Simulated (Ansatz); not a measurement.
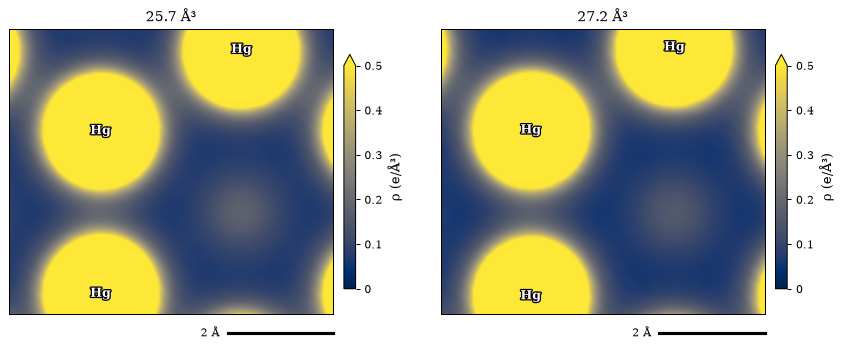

Hg. The valence charge density (pseudo) of cells scaled evenly to different volumes (given per atom above each panel), on the (001) plane of each (indices in the axes of the cell below), at one length scale and on one colour scale.

These are results of Ansatz 0.2.0, DFT PBE+D3(BJ), scalar-relativistic, plane waves, PAW, not measurements.

The largest cell:

```cif
data_structure
_symmetry_space_group_name_H-M 'P 1'
_symmetry_Int_Tables_number 1
_cell_length_a 5.4306
_cell_length_b 5.4306
_cell_length_c 3.2005
_cell_angle_alpha 90.000
_cell_angle_beta 90.000
_cell_angle_gamma 120.000
_cell_volume 81.74
loop_
_atom_site_label
_atom_site_type_symbol
_atom_site_fract_x
_atom_site_fract_y
_atom_site_fract_z
_atom_site_occupancy
Hg1 Hg 0.33333 0.66667 0.50000 1
Hg2 Hg 0.00000 0.00000 0.00000 1
Hg3 Hg 0.66667 0.33333 0.50000 1
```

| volume (Å³/atom) | Hg–Hg contact in the plane (Å) | ρ at its midpoint (e/Å³) | pressure (GPa) | 
| --- | --- | --- | --- |
| 25.70 | 3.075 | 0.197 | 0.0 | 
| 26.48 | 3.105 | ? | ? | 
| 27.25 | 3.135 | 0.176 | −1.1 | 

Estimate the missing row, and compare with the calculation.

Answer. Over the known rows ln ρ falls by 1.88 per Å of Hg–Hg distance (the line through the two), which gives 0.186 e/Å³ at 3.105 Å; the calculation gives 0.186 e/Å³. For the pressure, a straight line in volume between the neighbouring rows gives −0.6 GPa; the calculation gives −0.7.
